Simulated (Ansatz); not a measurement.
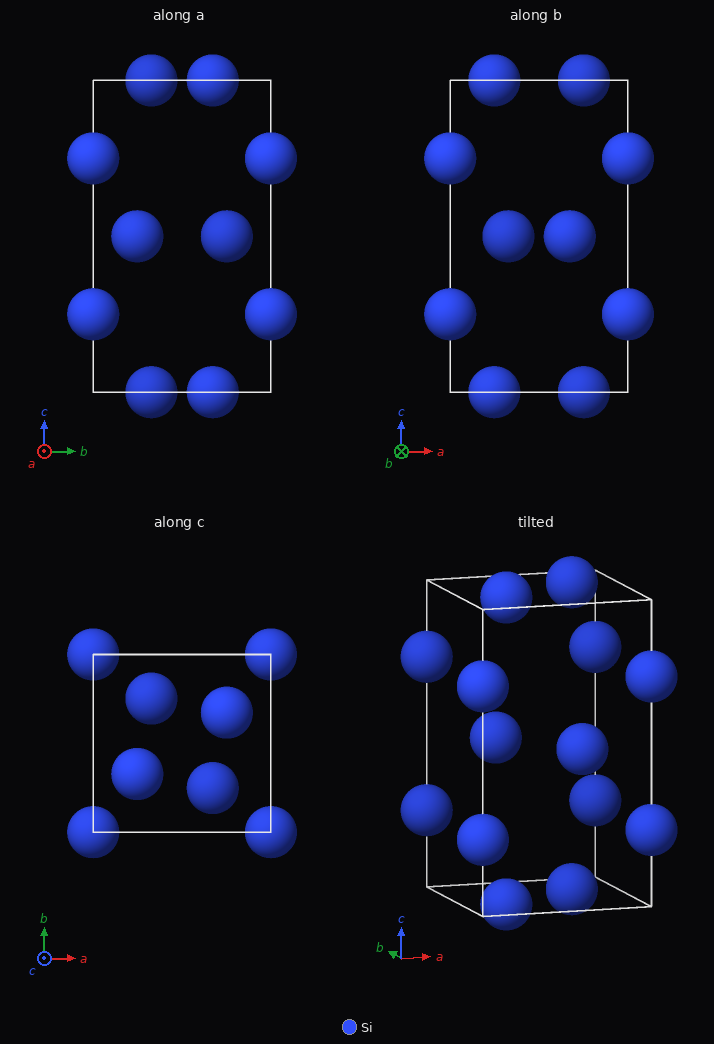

The figure gives a spheres-only picture of the atoms, viewed along the a axis, along the b axis, along the c axis and slightly off an axis. One conventional unit cell is framed, with atoms on its boundary repeated.

Lattice parameters: a = 3.955 Å, b = 3.955 Å, c = 6.939 Å, α = 90.00°, β = 90.00°, γ = 90.00°. Put a along x and b in the xy plane.

Record the structure as a POSCAR file, with free fractional coordinates to two decimals.

Answer.
```
Si
1.0
     3.955    0.000    0.000
     0.000    3.955    0.000
     0.000    0.000    6.939
Si
6
Direct
  0.00 0.00 0.25
  0.00 0.00 0.75
  0.67 0.25 0.50
  0.33 0.75 0.50
  0.75 0.67 0.00
  0.25 0.33 0.00
```

Origin of the cell: a structure type filled with this element by a generator (whether the element takes this form wasn't checked). What is shown is the relaxed result from DFT PBE, scalar-relativistic, plane waves, PAW (Ansatz 0.2.0).
